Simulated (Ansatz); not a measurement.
## What a change does: single-point calculation on WSi$_{2}$

System: WSi$_{2}$ (I4/mmm, 3 atoms in the cell).
Method of run 1: DFT, PBE, plane waves, PAW, no spin polarisation (Ansatz 0.2.0).

The structure derives from a Materials Project entry. Text and figures count atoms from 1; the logs count them from 0 in places.

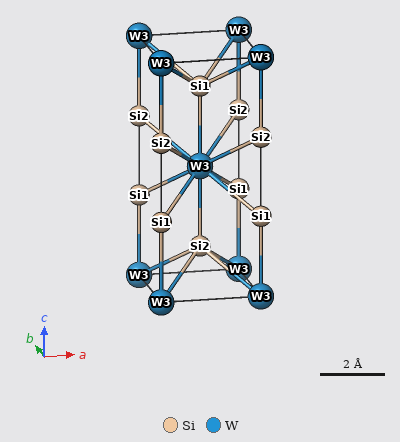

The structure as given in the input (ball-and-stick view of the cell 2 times as large as that of the calculation, set on its symmetry axes, seen at an oblique angle; atoms are numbered from 1 in the order of the input).

## Input, run 1
```yaml
crystal:
  lattice:
    - [-1.6145681841, 1.6145681841, 3.933472313]
    - [1.6145681841, -1.6145681841, 3.933472313]
    - [1.6145681841, 1.6145681841, -3.933472313]
  atoms:
    - { symbol: Si, position: [0.3345739611, 0.3345739611, 0.0] }
    - { symbol: Si, position: [0.6654260389, 0.6654260389, 0.0] }
    - { symbol: W, position: [0.0, 0.0, 0.0] }
basis:
  ecutwfc: 420
kpoints:
  mp_grid: { grid: [18, 18, 18] }
hamiltonian:
  xc: pbe
scf:
  occupations: { method: gaussian, width: 0.1 }
  n_extra_bands: 2
  mixing: { preconditioner: resta }
output:
  forces: true
  eigenvalues: true
  stress: true
```

Launched with:
```bash
ansatz run input.yaml --threads 4 --pin off --max-ram 8192MiB --backend cpu --events-out ev --progress --plain --runs-dir out
```

Hardware: 4 threads of Arm Neoverse V2, 128 GiB of memory available, shared host.

## Output, shortened to warnings, some set-up lines, iterations and results (run 1)
```
Basis set: ecut = 420 eV, 793 PW (Γ), exchange–correlation on 64×64×64 points (8 copies of the dense FFT grid, shifted against one another)
Symmetry: 16 space group operations
k-points: 480 of 5832
Initial density: superposition of atomic densities (neutral atoms: chi_scale 0, normalization atom), corrected by the library's trained network
[...]
SCF iter   1: F=—  HF=-11657.461261 eV  |F-HF|=—  |Δ(HF+E_count)|=         —  Δρ=3.37e-3  dr2=1.86e-3  ethr=1.77e-3  ⟨swp⟩=5.0  Hψ=35802  notcnv=0
SCF iter   2: F=—  HF=-11657.461543 eV  |F-HF|=—  |Δ(HF+E_count)|=   2.82e-4  Δρ=1.64e-3  dr2=3.00e-4  ethr=8.44e-6  ⟨swp⟩=2.3  Hψ=14802  notcnv=0
SCF iter   3: F=—  HF=-11657.461757 eV  |F-HF|=—  |Δ(HF+E_count)|=   2.14e-4  Δρ=4.21e-4  dr2=4.94e-5  ethr=1.36e-6  ⟨swp⟩=2.5  Hψ=9544  notcnv=0
SCF iter   4: F=—  HF=-11657.461778 eV  |F-HF|=—  |Δ(HF+E_count)|=   2.17e-5  Δρ=2.16e-4  dr2=4.26e-5  ethr=2.25e-7  ⟨swp⟩=2.0  Hψ=9605  notcnv=0
SCF iter   5: F=—  HF=-11657.461769 eV  |F-HF|=—  |Δ(HF+E_count)|=   9.29e-6  Δρ=2.87e-5  dr2=1.59e-7  ethr=1.94e-7  ⟨swp⟩=2.0  Hψ=8751  notcnv=0
SCF iter   6: F=-11657.461769 eV  HF=-11657.461769 eV  |F-HF|=3.95e-10  |Δ(HF+E_count)|=   3.60e-8  Δρ=2.93e-6  dr2=1.21e-9  ethr=4.55e-10  ⟨swp⟩=6.0  Hψ=29572  notcnv=0
SCF 1 converged in 6 iterations: F = -11657.461769 eV  dr2 = 1.21e-9
SCF converged after 6 iterations
Free energy (F): -11657.461769 eV
Harris-Foulkes:  -11657.461769 eV  (|F-HF|=3.95e-10)
Internal energy: -11657.460868 eV  (E = F + TS)
E sigma→0 (E₀):  -11657.461319 eV
Entropy (-TS):   -0.000901 eV (-0.300 meV/atom)
Fermi energy:    16.478215 eV
--- Per-component energies (eV) ---
  E_band       = -85.631083
  E_kinetic    = 540.145740
  E_local      = -955.984451  (includes V_loc(G=0)·N_el)
  E_nonlocal   = 50.493188
  E_hartree    = 374.140305
  E_xc         = -381.517004
  E_vxc        = -338.053107  (∫ρ·V_xc dr)
  E_paw        = -9588.250388  (= ΣΔE_a)
  E_vpaw       = -130.513264  (= ΣTr[D̂ρ^β])
  E_aug_tail   = -0.000070  (compensation charges beyond the density's cutoff)
  E_ewald      = -1696.488187
  E_smearing   = -0.000901  (= −TS)
  E_closure    = 0.000000  (closes the sum)
  Σ components = -11657.461769   (vs F -11657.461769, Δ=0.00e0)
--- Forces (eV/Å), atoms counted from 1 ---
  atom   1  Si     0.00000000     0.00000000    -0.00104319
  atom   2  Si     0.00000000     0.00000000     0.00104319
  atom   3  W     -0.00000000     0.00000000     0.00000000
  max |Σ_I F_I| component: 5.55e-17 eV/Å
--- Stress (GPa, compression-positive) ---
       -0.004312       0.000000      -0.000000
        0.000000      -0.004312      -0.000000
       -0.000000       0.000000       0.024893
  P = ⅓ Tr σ = 0.0054 GPa (0.054 kbar)
```

The input of run 2 differs as follows (lines with − go, lines with + come):
```diff
-    - [-1.6145681841, 1.6145681841, 3.933472313]
-    - [1.6145681841, -1.6145681841, 3.933472313]
-    - [1.6145681841, 1.6145681841, -3.933472313]
+    - [-1.60736667, 1.60736667, 3.90103192]
+    - [1.60736667, -1.60736667, 3.90103192]
+    - [1.60736667, 1.60736667, -3.90103192]
-    - { symbol: Si, position: [0.3345739611, 0.3345739611, 0.0] }
-    - { symbol: Si, position: [0.6654260389, 0.6654260389, 0.0] }
+    - { symbol: Si, position: [0.33498984, 0.33498984, 0.0] }
+    - { symbol: Si, position: [0.66501016, 0.66501016, 0.0] }
-  mp_grid: { grid: [18, 18, 18] }
+  mp_grid: { grid: [8, 8, 8] }
-  n_extra_bands: 2
-  mixing: { preconditioner: resta }
```

How does run 2 compare with run 1?

With the same functional and potentials, run 2 lies 3.0 meV per atom higher (other lines of the input change too). The pressure goes from 0.01 to 4.11 GPa. The largest force goes from 0.001 to 0.080 eV/Å. The volume per atom goes from 13.67 to 13.44 Å³. The number of SCF iterations is the same. The irreducible k-points go from 480 to 59. The plane waves at Γ go from 793 to 785.

## Output, shortened to warnings, some set-up lines, iterations and results (run 2)
```
Basis set: ecut = 420 eV, 785 PW (Γ), exchange–correlation on 64×64×64 points (8 copies of the dense FFT grid, shifted against one another)
Symmetry: 16 space group operations
k-points: 59 of 512
Initial density: superposition of atomic densities (neutral atoms: chi_scale 0, normalization atom), corrected by the library's trained network
[...]
SCF iter   1: F=—  HF=-11657.452285 eV  |F-HF|=—  |Δ(HF+E_count)|=         —  Δρ=3.28e-3  dr2=1.59e-3  ethr=1.77e-3  ⟨swp⟩=5.0  Hψ=5066  notcnv=0
SCF iter   2: F=—  HF=-11657.452624 eV  |F-HF|=—  |Δ(HF+E_count)|=   3.39e-4  Δρ=1.61e-3  dr2=2.88e-4  ethr=7.22e-6  ⟨swp⟩=2.0  Hψ=1853  notcnv=0
SCF iter   3: F=—  HF=-11657.452825 eV  |F-HF|=—  |Δ(HF+E_count)|=   2.00e-4  Δρ=3.02e-4  dr2=1.98e-5  ethr=1.31e-6  ⟨swp⟩=1.0  Hψ=881  notcnv=0
SCF iter   4: F=—  HF=-11657.452836 eV  |F-HF|=—  |Δ(HF+E_count)|=   1.14e-5  Δρ=2.91e-5  dr2=2.79e-7  ethr=9.00e-8  ⟨swp⟩=2.0  Hψ=1230  notcnv=0
SCF iter   5: F=-11657.452836 eV  HF=-11657.452836 eV  |F-HF|=5.70e-9  |Δ(HF+E_count)|=   2.37e-8  Δρ=8.92e-6  dr2=1.05e-8  ethr=1.27e-9  ⟨swp⟩=2.2  Hψ=1241  notcnv=0
SCF iter   6: F=-11657.452836 eV  HF=-11657.452836 eV  |F-HF|=1.36e-10  |Δ(HF+E_count)|=   6.50e-9  Δρ=1.35e-6  dr2=2.26e-10  ethr=4.77e-11  ⟨swp⟩=2.2  Hψ=2905  notcnv=0
SCF 1 converged in 6 iterations: F = -11657.452836 eV  dr2 = 2.26e-10
SCF converged after 6 iterations
Free energy (F): -11657.452836 eV
Harris-Foulkes:  -11657.452836 eV  (|F-HF|=1.36e-10)
Internal energy: -11657.451623 eV  (E = F + TS)
E sigma→0 (E₀):  -11657.452230 eV
Entropy (-TS):   -0.001213 eV (-0.404 meV/atom)
Fermi energy:    16.685620 eV
--- Per-component energies (eV) ---
  E_band       = -79.060521
  E_kinetic    = 541.949742
  E_local      = -944.378523  (includes V_loc(G=0)·N_el)
  E_nonlocal   = 50.751857
  E_hartree    = 371.112456
  E_xc         = -382.198772
  E_vxc        = -338.948959  (∫ρ·V_xc dr)
  E_paw        = -9588.398821  (= ΣΔE_a)
  E_vpaw       = -130.659617  (= ΣTr[D̂ρ^β])
  E_aug_tail   = -0.000063  (compensation charges beyond the density's cutoff)
  E_ewald      = -1706.289499
  E_smearing   = -0.001213  (= −TS)
  E_closure    = 0.000000  (closes the sum)
  Σ components = -11657.452836   (vs F -11657.452836, Δ=0.00e0)
--- Forces (eV/Å), atoms counted from 1 ---
  atom   1  Si     0.00000000    -0.00000000    -0.08003952
  atom   2  Si    -0.00000000     0.00000000     0.08003952
  atom   3  W     -0.00000000    -0.00000000     0.00000000
  max |Σ_I F_I| component: 3.47e-17 eV/Å
--- Stress (GPa, compression-positive) ---
        3.499489       0.000000      -0.000000
        0.000000       3.499489       0.000000
       -0.000000       0.000000       5.338947
  P = ⅓ Tr σ = 4.1126 GPa (41.126 kbar)
```

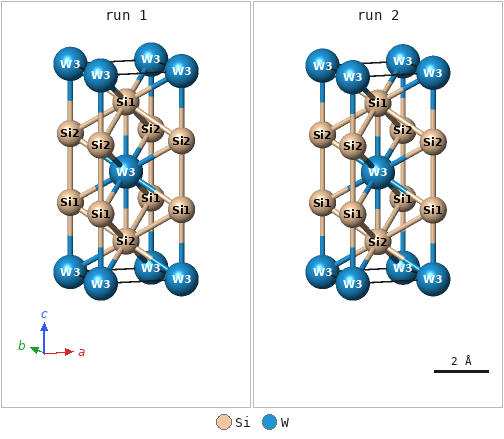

The two input geometries at one scale (ball-and-stick view of the cell 2 times as large as that of the calculation, set on its symmetry axes, seen slightly off an axis). The atoms keep their places relative to the cell (all moves are under 0.005 Å). Cell: a = b 3.229 → 3.215 Å (−0.4 %), c 7.867 → 7.802 Å (−0.8 %). Volume −1.7 %. Among the contacts that change: Si1–Si2 2.603 → 2.575 Å, Si1–W3 2.628 → 2.612 Å.

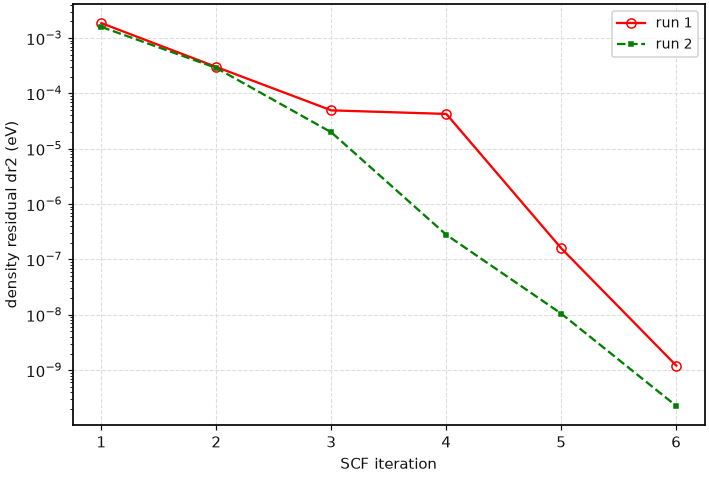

Convergence of the two runs: density residual dr2 against the SCF iteration. Run 1 takes 6 iterations in all, and run 2 takes 6.

## The two runs side by side

```csv
quantity,run 1,run 2
outcome,converged,converged
free energy per atom (eV),−3885.8206,−3885.8176
"energy per atom, smearing taken to zero (eV)",−3885.8204,−3885.8174
gap on the mesh (eV),0.00,0.00
pressure (GPa),0.01,4.11
volume per atom (Å³),13.67,13.44
largest force (eV/Å),0.001,0.080
SCF iterations,6,6
irreducible k-points,480,59
plane waves at Γ,793,785
wall time (shared host),3.5 s,0.73 s
```

For both runs: Spin–orbit coupling is left out, which matters for W.
